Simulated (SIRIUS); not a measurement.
## A series of single points on GaN

System: GaN (2 atoms in the cell).
Method: Kohn-Sham DFT of a periodic cell, PBEsol, dojo-sr-pbesol-0.4.1-standard, no spin polarisation (SIRIUS 7.12.0).

The 7 runs differ only in the geometry, by an even scaling of the cell at fixed fractional positions. The structure derives from a Materials Project entry.

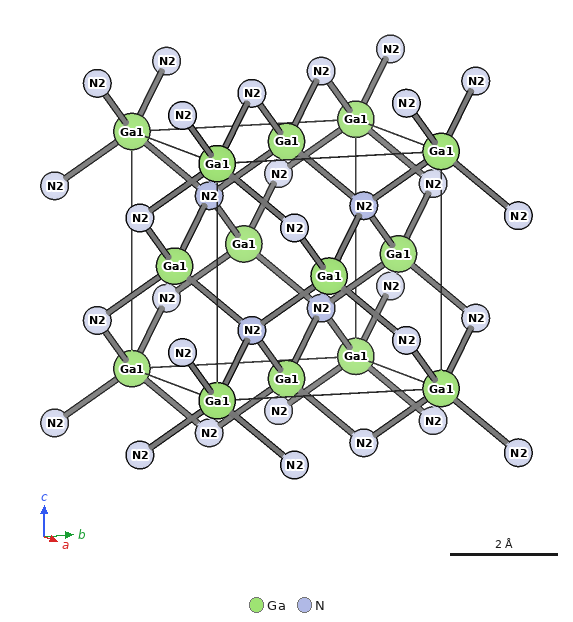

Figure 1. The structure of run 4 (ball-and-stick view of the cell 4 times as large as that of the calculation, set on its symmetry axes, seen slightly off an axis; neighbours outside the cell are drawn fainter; atoms are numbered from 1 in the order of the input). An atom can appear more than once, as a periodic image.

## Input of run 4
```
{
  "control": {
    "processing_unit": "cpu",
    "verbosity": 2,
    "num_bands_to_print": 16,
    "print_forces": true,
    "print_stress": true
  },
  "parameters": {
    "electronic_structure_method": "pseudopotential",
    "xc_functionals": ["XC_GGA_X_PBE_SOL", "XC_GGA_C_PBE_SOL"],
    "gk_cutoff": 9.2,
    "pw_cutoff": 18.4,
    "ngridk": [10, 10, 10],
    "shiftk": [0, 0, 0],
    "smearing": "fermi_dirac",
    "smearing_width": 0.0018374661,
    "num_bands": 16,
    "num_mag_dims": 0,
    "num_dft_iter": 100,
    "energy_tol": 1e-08,
    "density_tol": 1e-06
  },
  "iterative_solver": {
    "type": "davidson",
    "min_tolerance": 1e-10
  },
  "mixer": {
    "type": "anderson",
    "beta": 0.7,
    "max_history": 8
  },
  "settings": {
    "tol_ne": 1e-10,
    "pseudo_grid_cutoff": 6.5
  },
  "unit_cell": {
    "lattice_vectors": [
      [0.0, 4.258498969853, 4.258498969853],
      [4.258498969853, 0.0, 4.258498969853],
      [4.258498969853, 4.258498969853, 0.0]
    ],
    "atom_coordinate_units": "lattice",
    "atom_types": ["Ga", "N"],
    "atom_files": {
      "N": "N.json",
      "Ga": "Ga.json"
    },
    "atoms": {
      "Ga": [
        [0.0, 0.0, 0.0]
      ],
      "N": [
        [0.25, 0.25, 0.25]
      ]
    }
  }
}
```

Command:
```bash
upf_to_json N.upf
upf_to_json Ga.upf
OMP_NUM_THREADS=1 sirius.scf --input=sirius.json --output=out.json --task=0
```

Lattice vectors (Å) and fractional positions of run 4:
```
   0.000000    2.253501    2.253501
   2.253501    0.000000    2.253501
   2.253501    2.253501    0.000000
Ga  0.000000  0.000000  0.000000
N   0.250000  0.250000  0.250000
```

Run 2 differs from it as follows:
```diff
-      [0.0, 4.258498969853, 4.258498969853],
-      [4.258498969853, 0.0, 4.258498969853],
-      [4.258498969853, 4.258498969853, 0.0]
+      [0.0, 4.200944631207, 4.200944631207],
+      [4.200944631207, 0.0, 4.200944631207],
+      [4.200944631207, 4.200944631207, 0.0]
```

## Results, with one run withheld

```csv
run,volume per atom (Å³),"free energy per atom, from the lowest run given (meV)",pressure (GPa),gap on the mesh (eV)
1,10.757,22.51,12.11,2.11
2,10.986,?,?,?
3,11.215,1.42,2.96,1.84
4,11.444,0.00,−0.93,1.71
5,11.673,3.84,−4.41,1.58
6,11.902,12.39,−7.54,1.45
7,12.131,25.18,−10.34,1.33
```

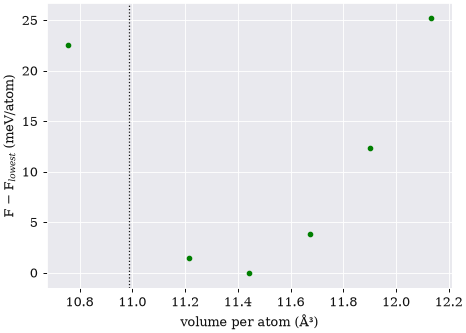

Figure 2. Free energy per atom of the runs given; the dotted line marks run 2.

Fit the runs given and predict run 2.

A cubic polynomial in V^(−2/3) (the Birch–Murnaghan form), fitted to the 6 runs given, misses them by under 0.01 meV per atom. With x = V^(−2/3) − 0.19622 Å⁻², it reads F = 0.53227 − 1029.9 x + 3.828e+05 x² + 3.8268e+05 x³ (meV per atom). At run 2 it gives 8.70 meV per atom, and the run itself gives 8.70. The slope of the fit gives a pressure −dF/dV of 7.29 GPa there, and the run prints 7.28 GPa. The fit has its minimum at 11.388 Å³ per atom, where V d²F/dV² gives 188 GPa: the bulk modulus at this level, since symmetry fixes the shape and the positions. The gap on the mesh goes, without turning, from 2.11 eV in run 1 to 1.33 eV in run 7; run 2 has 1.97 eV. These are gaps of this functional on this mesh, which can miss the band edges; they aren't the measured gap.

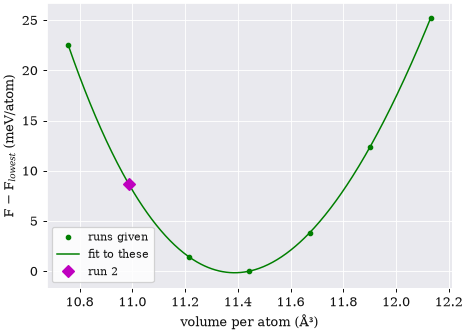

Figure 3. The fit and the withheld run.

## Some lines of the output (run 2)
```
[...]
[find] band gap (eV)                  :       1.96923072
[find] Efermi                         :       0.44730354
[find] Total energy                   :     -86.72955784 (Ha),    -173.45911569 (Ry)
[find] Free energy (E-TS)             :     -86.72955784 (Ha),    -173.45911569 (Ry)
[find] band gap (eV)                  :       1.96964114
[find] Efermi                         :       0.44729218
[find] Total energy                   :     -86.72955785 (Ha),    -173.45911570 (Ry)
[find] Free energy (E-TS)             :     -86.72955785 (Ha),    -173.45911570 (Ry)
[find] band gap (eV)                  :       1.96960507
[find] Efermi                         :       0.44729340
[find] band gap (eV)                  :       1.96956245
[find] Efermi                         :       0.44729507
[find] band gap (eV)                  :       1.96958488
[find] Efermi                         :       0.44729438
```
